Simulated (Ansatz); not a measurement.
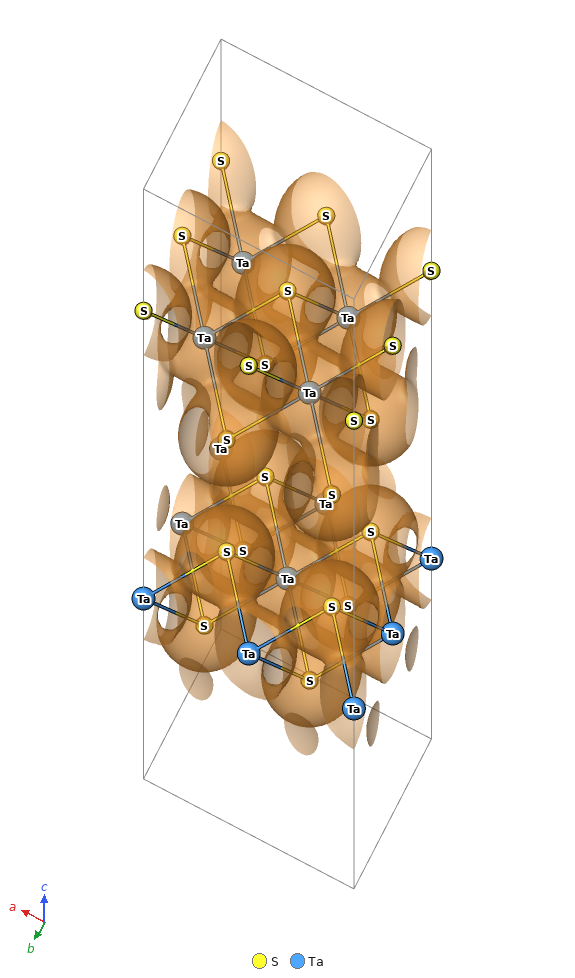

Figure. TaS₂ (slab). Isosurface of the valence charge density (pseudo) at 0.4 e/Å³ (orange), seen at an oblique angle. Sticks mark near contacts.

Not relaxed (largest force 0.4 eV/Å).

Method: Ansatz, DFT PBE+D3(BJ), scalar-relativistic, plane waves, PAW.

The density is the valence pseudo-density of a PAW calculation; it isn't the true density close to the nuclei.

### What does this surface tell about the bonding?

At this value the density is joined into sheets; it holds about 75 % of the electrons treated as valence (semicore included). It bridges the shortest Ta–S (2.47 Å) contacts, where the density stays above the isovalue. On the grid the lowest density along these lines, outside the cores, is 0.52 e/Å³ (Ta–S, 2.47 Å).

### Metal or insulator at this level of theory?

It is metallic or semimetallic at this level of theory: no gap opens.
